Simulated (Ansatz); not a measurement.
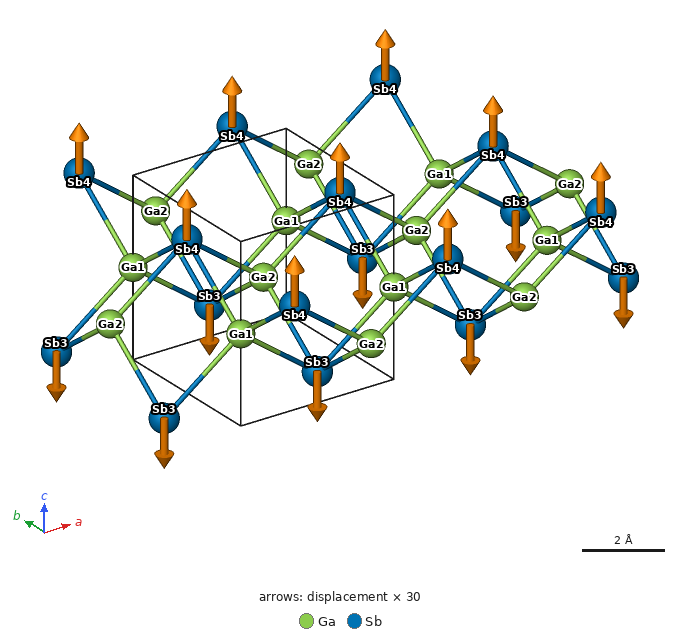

A relaxation of a crystal of GaSb (a generated structure, set up in P4/nmm). The starting structure is drawn; orange arrows show the displacements (the part carried along by the change of the cell is left out), 30 times their true length.

A ball-and-stick model of the cell of the calculation, repeated 2 × 1 × 1 with one cell outlined, seen from a free direction.

Theory: Ansatz, DFT PBE, scalar-relativistic, plane waves, PAW. Settings: plane-wave cutoff 420 eV; k-point mesh 10 × 10 × 10; occupations gaussian; smearing width 0.1 eV; no spin polarisation; cell and atoms relaxed; force threshold 0.01 eV/Å; at most 80 steps.

> Atoms of which element are displaced furthest, and by how much?

Antimony: up to 0.046 Å, against 0.000 Å for gallium.

> What happened in the run?

The largest moves relative to the cell, 0.046 Å, are those of Sb3 and Sb4. Sb4 goes along +c. Ga stays in place. The drawn cell changes as follows: a = b 4.567 → 4.547 Å (−0.4 %), c 4.993 → 4.990 Å (−0.1 %); the volume changes by −0.9 %. Near-neighbour distances that change, for instance: Ga1–Sb3 2.821 → 2.839 Å. The space group stays P4/nmm (No. 129). After 3 accepted moves (4 points after the start) the energy has fallen by 2.0 meV per atom. The largest force component goes from 0.18 to 0.0013 eV/Å. The pressure goes from 0.20 to 0.01 GPa. At 1 point the geometry stayed and the basis and grid were re-selected for the new cell (energy shift of 0.1 meV per atom at most each time).
